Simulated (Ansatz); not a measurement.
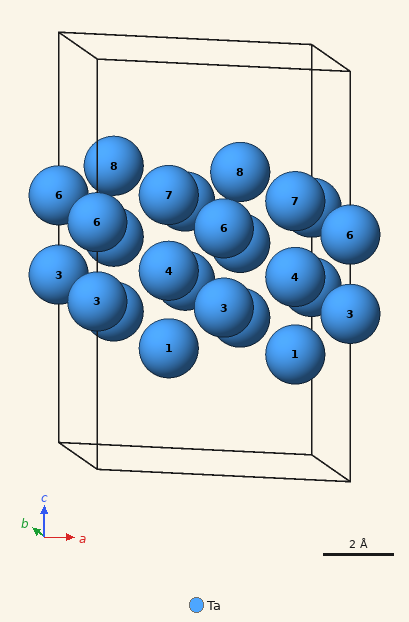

The structure as given in the input (spheres-only view of the 2 × 1 repeat of the cell, with the vacuum cut short, seen slightly off an axis; atoms are numbered from 1 in the order of the input). An atom can appear more than once, as a periodic image.

# Ta: single-point calculation

The run: single-point calculation of Ta (slab, 8 atoms in the cell). Method and program: DFT, PBEsol, plane waves, PAW, no spin polarisation (Ansatz 0.2.0).

The structure derives from an entry of the Crystallography Open Database. Some settings of this run were made unusual or wrong on purpose. Figures and captions count atoms from 1; the log counts them from 0 in places.

### Output
```
Engine: ansatz 0.2.0, x86_64-unknown-linux-gnu
Pseudopotentials: kind: paw
Pseudopotential: Ta, paw, valence charge 13, recommended cutoff 420 eV (normal), Ta.paw.azcp
Functional definition: PBEsol
  exchange = pbesol_x
  correlation = pbesol_c
Crystal: 8 atoms, lattice volume = 225.508 Å³
Basis set: ecut = 420 eV, 4443 PW (Γ), exchange–correlation on 50×50×256 points (8 copies of the dense FFT grid, shifted against one another)
Bands: 63, of which v1, the nominal top of the filled ones, is band 52 counted from 1 (51 counted from 0)
Symmetry: 6 space group operations
Space group: P3m1 (ITA 156), of the structure as read, at distance tolerance 6.1e-5 Å
k-points: 7 of 36 (time reversal used)
Non-local potential: Ta, projectors of the file, l = 0: 3, l = 1: 2, l = 2: 2, l = 3: 1
PAW form: soft (Blöchl's): semilocal exchange-correlation on the pseudo side does not see the compensation charge
PAW frozen core: Ta, regenerated for the run's functional, and the local potential with it (the file was generated under x = pbe(κ = 0.804, μ = 0.2195149727645171), c = pbe(β = 0.06672455060314922))
PAW one-centre angular grid: Ta, 590 points (default); XC on 64 Gauss nodes
Initial density: superposition of atomic densities (neutral atoms: chi_scale 0, normalization atom), corrected by the library's trained network
Initial wavefunctions: pseudopotential atomic-orbital guess
Functional: x = pbesol(κ = 0.804, μ = 0.12345679012345678), c = pbesol(β = 0.046)
SCF iter   1: F=—  HF=-78423.699059 eV  |F-HF|=—  |Δ(HF+E_count)|=         —  Δρ=1.19e-1  dr2=5.44e2  ethr=1.77e-3  p=0.126 e·Å  D=1.01e-1 V/Å  ΔV_dip=-1.91 eV  dr2_dipole=1.89e1  V_vac-E_F(+/−)=-2.56/-0.65 eV  ⟨swp⟩=16.6  Hψ=3140  notcnv=0
efield: sawtooth ramp at fractional position 0.9727 (placed from the atoms, in the widest stretch of the axis that holds none; the zero of the levels goes with the place), width 0.0400; the density the first Hamiltonian is built on has a dipole p = 0.126 e·Å; the dipole correction subtracts the counter field D = 1.01e-1 V/Å, which shifts the + side's vacuum level by -1.91 eV against the − side's; the planar-averaged density in the ramp window peaks in size at 1.4e-4 e/Å³
preconditioner: auto → LDOS  [metal: Δε(μ)=0.070 eV  Ē_g=5.274 eV  σ=0.100 eV  W_gap=0.37  n_scr=68 (ndim 8)  ℏωp=15.6 eV  f_vac=0.567  D(μ)=7.19/eV (n_scr^D=68)  β→1.0]
SCF iter   2: F=—  HF=-78403.561104 eV  |F-HF|=—  |Δ(HF+E_count)|=    2.01e1  Δρ=8.14e-2  dr2=2.67e1  ethr=1.77e-3  p=-0.091 e·Å  D=-7.29e-2 V/Å  ΔV_dip=1.38 eV  dr2_dipole=3.00e0  V_vac-E_F(+/−)=4.35/2.78 eV  ⟨swp⟩=7.6  Hψ=1853  notcnv=0  defer=35
SCF iter   3: F=—  HF=-78396.388808 eV  |F-HF|=—  |Δ(HF+E_count)|=    7.17e0  Δρ=2.08e-2  dr2=2.54e0  ethr=1.77e-3  p=-0.429 e·Å  D=-3.45e-1 V/Å  ΔV_dip=6.51 eV  dr2_dipole=8.32e-1  V_vac-E_F(+/−)=11.20/4.79 eV  ⟨swp⟩=7.4  Hψ=1678  notcnv=0  defer=25
SCF iter   4: F=—  HF=-78395.861390 eV  |F-HF|=—  |Δ(HF+E_count)|=   5.27e-1  Δρ=6.44e-3  dr2=4.02e-1  ethr=1.77e-3  p=-0.219 e·Å  D=-1.75e-1 V/Å  ΔV_dip=3.32 eV  dr2_dipole=2.83e-1  V_vac-E_F(+/−)=7.53/4.28 eV  ⟨swp⟩=6.4  Hψ=1100  notcnv=0  defer=24
SCF iter   5: F=—  HF=-78395.801210 eV  |F-HF|=—  |Δ(HF+E_count)|=   6.02e-2  Δρ=4.07e-3  dr2=1.41e-1  ethr=3.87e-4  p=-0.026 e·Å  D=-2.13e-2 V/Å  ΔV_dip=0.40 eV  dr2_dipole=3.11e-3  V_vac-E_F(+/−)=4.07/3.68 eV  ⟨swp⟩=5.6  Hψ=1096  notcnv=0  defer=24
SCF iter   6: F=—  HF=-78395.785217 eV  |F-HF|=—  |Δ(HF+E_count)|=   1.60e-2  Δρ=1.21e-3  dr2=4.37e-2  ethr=1.36e-4  p=0.030 e·Å  D=2.38e-2 V/Å  ΔV_dip=-0.45 eV  dr2_dipole=1.26e-2  V_vac-E_F(+/−)=3.08/3.52 eV  ⟨swp⟩=3.6  Hψ=918  notcnv=0  defer=24
SCF iter   7: F=—  HF=-78395.778147 eV  |F-HF|=—  |Δ(HF+E_count)|=   7.07e-3  Δρ=5.86e-4  dr2=7.92e-3  ethr=4.20e-5  p=0.008 e·Å  D=6.76e-3 V/Å  ΔV_dip=-0.13 eV  dr2_dipole=9.81e-4  V_vac-E_F(+/−)=3.52/3.64 eV  ⟨swp⟩=2.3  Hψ=532  notcnv=0  defer=24
SCF iter   8: F=—  HF=-78395.776691 eV  |F-HF|=—  |Δ(HF+E_count)|=   1.46e-3  Δρ=3.39e-4  dr2=1.36e-3  ethr=7.61e-6  p=-0.003 e·Å  D=-2.09e-3 V/Å  ΔV_dip=0.04 eV  dr2_dipole=7.63e-6  V_vac-E_F(+/−)=3.82/3.78 eV  ⟨swp⟩=3.0  Hψ=620  notcnv=0  defer=24
SCF iter   9: F=—  HF=-78395.776562 eV  |F-HF|=—  |Δ(HF+E_count)|=   1.29e-4  Δρ=1.58e-4  dr2=2.31e-4  ethr=1.31e-6  p=-0.003 e·Å  D=-2.48e-3 V/Å  ΔV_dip=0.05 eV  dr2_dipole=4.00e-5  V_vac-E_F(+/−)=3.90/3.85 eV  ⟨swp⟩=3.4  Hψ=834  notcnv=0  defer=24
SCF iter  10: F=—  HF=-78395.776565 eV  |F-HF|=—  |Δ(HF+E_count)|=   2.69e-6  Δρ=5.49e-5  dr2=1.66e-5  ethr=2.22e-7  p=-0.002 e·Å  D=-1.58e-3 V/Å  ΔV_dip=0.03 eV  dr2_dipole=2.26e-7  V_vac-E_F(+/−)=3.90/3.87 eV  ⟨swp⟩=3.0  Hψ=848  notcnv=0  defer=24
SCF iter  11: F=—  HF=-78395.776884 eV  |F-HF|=—  |Δ(HF+E_count)|=   3.18e-4  Δρ=1.86e-5  dr2=1.65e-6  ethr=1.59e-8  p=-0.002 e·Å  D=-1.33e-3 V/Å  ΔV_dip=0.03 eV  dr2_dipole=2.18e-8  V_vac-E_F(+/−)=3.90/3.87 eV  ⟨swp⟩=3.6  Hψ=975  notcnv=0  defer=24
SCF iter  12: F=—  HF=-78395.776885 eV  |F-HF|=—  |Δ(HF+E_count)|=   1.33e-6  Δρ=6.02e-6  dr2=2.11e-7  ethr=1.58e-9  p=-0.001 e·Å  D=-1.18e-3 V/Å  ΔV_dip=0.02 eV  dr2_dipole=1.01e-8  V_vac-E_F(+/−)=3.90/3.87 eV  ⟨swp⟩=3.6  Hψ=869  notcnv=0  defer=24
SCF iter  13: F=-78395.776885 eV  HF=-78395.776885 eV  |F-HF|=1.51e-8  |Δ(HF+E_count)|=   1.14e-7  Δρ=1.88e-6  dr2=3.44e-8  ethr=9.62e-11  p=-0.001 e·Å  D=-1.13e-3 V/Å  ΔV_dip=0.02 eV  dr2_dipole=6.13e-10  V_vac-E_F(+/−)=3.90/3.88 eV  ⟨swp⟩=24.4  Hψ=3656  notcnv=0
SCF 1 converged in 13 iterations: F = -78395.776885 eV  dr2 = 3.44e-8
  greatest PAW one-centre occupation: 1.000 electrons in one spin orbital (limit 2), on the Ta atom at site 1 (counted from 0), in its partial waves of l = 0
```

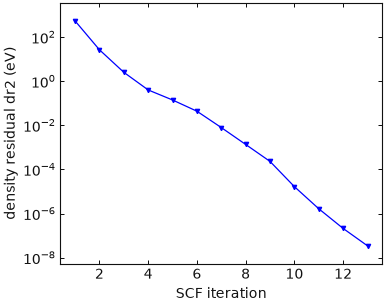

Convergence of the self-consistent field: density residual dr2 against the SCF iteration. The residual falls at every step.

```
SCF converged after 13 iterations
Free energy (F): -78395.776885 eV
Harris-Foulkes:  -78395.776885 eV  (|F-HF|=1.51e-8)
Internal energy: -78395.755208 eV  (E = F + TS)
E sigma→0 (E₀):  -78395.766046 eV
Entropy (-TS):   -0.021677 eV (-2.710 meV/atom)
Fermi energy:    10.216577 eV
Dipole field:    D = -0.001165 V/Å  (p = -0.001452 e·Å, saw-weighted, corrected)
Work function:   Φ+ = 3.8966 eV   Φ− = 3.8746 eV
Levels:          The Fermi level and band energies are counted from a zero that moves with the ramp; work functions are not
--- Per-component energies (eV) ---
  E_band       = -1830.841404
  E_kinetic    = 3201.460878
  E_local      = -122272.869349  (includes V_loc(G=0)·N_el)
  E_nonlocal   = 244.779031
  E_hartree    = 59856.248414
  E_xc         = -1809.192260
  E_vxc        = -1724.643933  (∫ρ·V_xc dr)
  E_paw        = -66240.949648  (= ΣΔE_a)
  E_vpaw       = -992.032353  (= ΣTr[D̂ρ^β])
  E_aug_tail   = 0.001196  (compensation charges beyond the density's cutoff)
  E_efield     = 0.000001  (sawtooth field / dipole correction)
  E_vefield    = 0.011242  (∫n·V_field dr)
  E_ewald      = 48623.057359
  E_core_change = 1.709172  (= ΣΔE_core)
  E_smearing   = -0.021677  (= −TS)
  E_closure    = 0.000000  (closes the sum)
  Σ components = -78395.776885   (vs F -78395.776885, Δ=0.00e0)
--- Forces (eV/Å), atoms counted from 1 ---
  atom   1  Ta     0.00000000    -0.00000000   -15.91348510
  atom   2  Ta     0.00000000    -0.00000000   -14.58635424
  atom   3  Ta    -0.00000000    -0.00000000    -8.53189715
  atom   4  Ta     0.00000000     0.00000000    -0.98381191
  atom   5  Ta     0.00000000    -0.00000000    -2.82987457
  atom   6  Ta    -0.00000000     0.00000000     4.45984360
  atom   7  Ta     0.00000000     0.00000000    13.10358813
  atom   8  Ta     0.00000000     0.00000000    25.28209897
  max |Σ_I F_I| component: 1.08e-4 eV/Å
--- Band table (eV; the first three rows and the last of 7) ---
  k-point 0: bands = ["-58.3976", "-57.7632", "-57.0782", "-56.6393", "-56.5722", "-56.4537", "-56.0511", "-55.6890", "-27.3558", "-26.7631", "-26.7631", "-26.4652", "-26.4652", "-26.2828", "-26.0818", "-26.0818", "-25.6234", "-25.6234", "-24.8686", "-24.5032", "-24.5032", "-24.2410", "-24.1286", "-22.7411", "-22.6562", "-22.6562", "-21.9974", "-21.3716", "-21.3716", "-21.2979", "-20.8742", "-20.8742", "0.2280", "0.2280", "2.0037", "4.1520", "4.1520", "4.4642", "5.7405", "6.2187", "6.2551", "6.2551", "6.9675", "7.3568", "7.3568", "8.4289", "8.4289", "8.8461", "8.8560", "8.8560", "9.6127", "9.7159", "9.7159", "10.0373", "10.2624", "10.2624", "11.7222", "12.0905", "14.0162", "14.0507", "14.6376", "14.6376", "14.7962"]
  k-point 1: bands = ["-58.2691", "-57.6599", "-57.0330", "-56.6928", "-56.6050", "-56.5170", "-56.1475", "-55.7915", "-27.6481", "-27.6240", "-27.3220", "-26.6708", "-26.6513", "-26.1555", "-25.5742", "-25.3995", "-25.1555", "-25.0788", "-24.8980", "-24.4800", "-24.2424", "-24.1593", "-23.6500", "-22.8848", "-22.5558", "-22.3566", "-22.0459", "-21.7112", "-21.4154", "-21.3895", "-21.1703", "-20.9321", "0.6944", "0.9700", "2.9061", "3.8784", "4.3350", "4.4511", "4.7808", "5.4402", "5.7747", "5.7969", "6.3180", "6.5486", "7.2012", "7.7880", "7.7897", "8.4854", "8.7880", "9.7046", "10.1025", "10.1055", "10.3542", "10.9353", "11.1449", "11.6069", "12.0449", "12.4536", "13.5225", "13.7994", "14.1318", "14.2494", "14.4269"]
  k-point 2: bands = ["-57.9233", "-57.3921", "-56.9703", "-56.8878", "-56.6949", "-56.5768", "-56.3663", "-56.0487", "-28.3238", "-28.1044", "-27.1814", "-27.1610", "-26.8276", "-26.0875", "-25.5999", "-25.5080", "-24.8131", "-24.5004", "-24.2311", "-23.8927", "-23.5954", "-23.5891", "-23.3421", "-23.1166", "-22.5649", "-22.3655", "-22.1120", "-21.8230", "-21.6863", "-21.4928", "-21.2206", "-21.0639", "2.0309", "2.2599", "2.4927", "3.3403", "4.2943", "4.8509", "4.9015", "5.2321", "5.2559", "5.6288", "6.0956", "6.5527", "6.7502", "6.7884", "7.3507", "7.9912", "8.0538", "9.6429", "9.7446", "9.8588", "10.7330", "10.8649", "10.9757", "11.5746", "12.3109", "13.1419", "13.2301", "13.3941", "14.0106", "14.7513", "14.9959"]
  k-point 6: bands = ["-57.4407", "-57.2055", "-56.9871", "-56.9346", "-56.7681", "-56.6778", "-56.5760", "-56.3826", "-28.2750", "-27.5208", "-27.3568", "-27.1079", "-27.0955", "-26.9341", "-26.3200", "-25.2156", "-25.1418", "-24.5792", "-24.0731", "-23.6730", "-23.2005", "-23.1361", "-22.9817", "-22.9166", "-22.4020", "-22.0009", "-21.9958", "-21.9841", "-21.5800", "-21.5178", "-21.3027", "-20.9947", "2.5605", "2.6012", "3.2138", "3.2470", "3.5380", "3.8836", "4.7866", "4.9199", "5.3786", "5.4978", "5.8637", "6.1066", "7.0409", "7.4258", "7.4670", "8.3612", "9.3011", "9.6229", "9.7246", "10.1774", "10.2383", "10.8541", "11.0215", "11.3913", "11.6259", "12.3755", "12.5207", "13.3666", "13.4385", "13.5494", "13.9407"]
```

The run was set up as follows.

### The input
```yaml
crystal:
  lattice:
    - [3.71148416, 0.0, 0.0]
    - [-1.85574208, 3.21423957, 0.0]
    - [0.0, 0.0, 18.90322473]
  atoms:
    - { symbol: Ta, position: [0.6666666667, 0.3333333333, 0.359726983] }
    - { symbol: Ta, position: [0.3333333333, 0.6666666667, 0.3998049879] }
    - { symbol: Ta, position: [0.0, 0.0, 0.4398829927] }
    - { symbol: Ta, position: [0.6666666667, 0.3333333333, 0.4799609976] }
    - { symbol: Ta, position: [0.3333333333, 0.6666666667, 0.5156858158] }
    - { symbol: Ta, position: [0.0, 0.0, 0.5628320807] }
    - { symbol: Ta, position: [0.6666666667, 0.3333333333, 0.5975328126] }
    - { symbol: Ta, position: [0.3333333333, 0.6666666667, 0.6257536915] }
basis:
  ecutwfc: 420
kpoints:
  mp_grid: { grid: [6, 6, 1] }
hamiltonian:
  xc: pbesol
scf:
  occupations: { method: gaussian, width: 0.1 }
  max_iter: 100
output:
  forces: true
  eigenvalues: true
efield:
  axis: 3
  dipole_correction: true
  ramp_width: 0.04
```

Command:
```bash
ansatz run input.yaml --threads 4 --pin off --max-ram 10240MiB --backend cpu --events-out ev --progress --plain --runs-dir out
```

### What the run reported

```json
{"quantity": "outcome", "value": "converged"}
{"quantity": "electrons treated", "value": "104"}
{"quantity": "free energy", "value": "−78395.7769 eV"}
{"quantity": "Fermi energy", "value": "10.217 eV"}
{"quantity": "gap on the k-point mesh", "value": "none (metallic)"}
{"quantity": "largest force (length of the vector)", "value": "25.282 eV/Å"}
{"quantity": "hardware", "value": "4 threads of Intel Xeon @ 2.50GHz (Skylake/Cascade Lake), 189 GiB of memory available, shared host"}
{"quantity": "wall time", "value": "8.2 s (CPU time 29 s)"}
{"quantity": "peak memory", "value": "0.58 GiB"}
```

A setting was made wrong on purpose: a lattice far too small (`crystal.lattice`). The atoms are squeezed together and the pressure is enormous. The program still converged, but the numbers can't be taken as results for the intended system.
